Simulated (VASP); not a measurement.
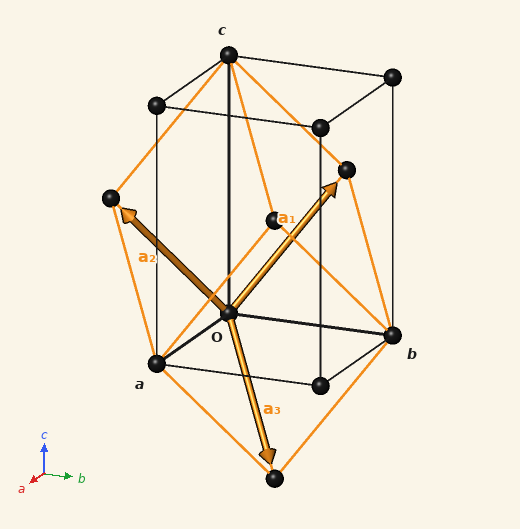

The conventional cell (thin) and a primitive cell (coloured, vectors a₁, a₂, a₃), with the lattice points alone. Crystal: CO2, the geometry relaxed with VASP Kohn-Sham DFT of a periodic cell, PBEsol, VASP PAW PBE potentials, recommended (VASP). The drawing is computed from the coordinates (standard cell, symmetry found to 0.002 Å).

a = 3.920 Å, b = 3.920 Å, c = 5.942 Å, α = 90.00°, β = 90.00°, γ = 90.00°.

What is the centring, and how are the primitive vectors built?

Answer. I, body-centred tetragonal, with lattice points at (0, 0, 0), (1/2, 1/2, 1/2). a₁ = −1/2 a + 1/2 b + 1/2 c; a₂ = 1/2 a − 1/2 b + 1/2 c; a₃ = 1/2 a + 1/2 b − 1/2 c.

Give the primitive cell's size and content.

Answer. Edges 4.063, 4.063, 4.063 Å; angles 122.31°, 122.31°, 86.04°; volume 45.66 Å³, 1/2 of the conventional cell; 6 of its 12 atoms.
